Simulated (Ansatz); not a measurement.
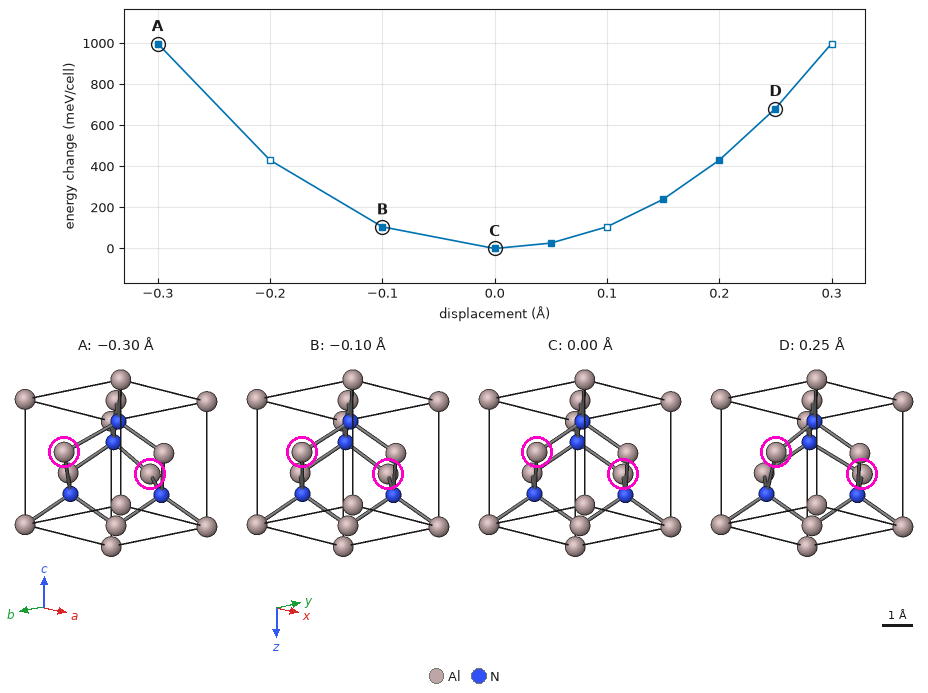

A scan of crystalline AlN (F-43m): an Al atom (one in each cell of 8 atoms) is moved along Cartesian [1 1 0], all else fixed. The lettered frames are marked on the plot. Hollow markers are points alike by symmetry, not computed again. Style: ball-and-stick. Shown: the cell of the calculation, from a free direction. The ringed atoms are those of the scanned coordinate.

These are results of Ansatz 0.2.0, DFT PBE, scalar-relativistic, plane waves, PAW, not measurements. Settings: plane-wave cutoff 420 eV; k-point mesh 6 × 6 × 6; occupations gaussian; smearing width 0.05 eV; no spin polarisation. Energies (free energies at the smearing named) are counted from the cell as listed in its source, which wasn't relaxed.

> What does the scan show?

Of the computed points the lowest is at the displacement 0.00 Å, 0 meV/cell. The end points stand at 998 meV/cell (−0.30 Å) and 998 meV/cell (0.30 Å). The curvature at zero is about 21 eV/Å². The well is symmetric. At the highest point the shortest interatomic distance is 1.66 Å, against 1.89 Å in the reference. The distortion takes the space group from F-43m to Cm.

The computed points:

```tsv
displacement (Å)	energy change (meV/cell)
−0.30	998
−0.20	430
−0.10	106
0.00	0
0.05	26
0.10	106
0.15	239
0.20	430
0.25	682
0.30	998
```

Points that are alike by symmetry were computed once.
